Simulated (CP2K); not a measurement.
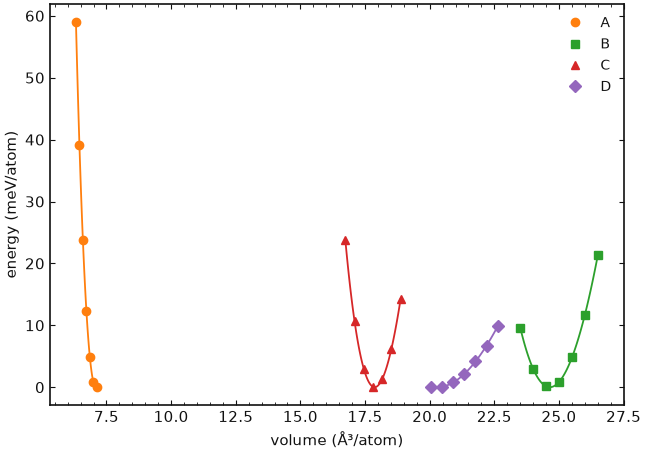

The figure shows the energy against volume, with one curve for each element, for Ag, Li, N and Sc (all in space group P6_3/mmc (No. 194)). The labels are replaced by letters.

How it was computed, with CP2K 2026.2: DFT in Gaussian orbitals with a plane-wave density, no spin polarisation; energies at scaled volumes of the given cell, shape and fractions fixed, counted from the fit's minimum, third-order Birch-Murnaghan fit. Level: PBE.

occupations Fermi–Dirac; smearing width 0.05 eV; potentials GTH PBE with UZH TZVP basis; density cutoff 6123 eV.

Which letter stands for which compound?

A: N; B: Sc; C: Ag; D: Li.

Keep in mind: shape and atomic fractions are frozen while scaling, which makes layered, chain and framework solids too stiff.
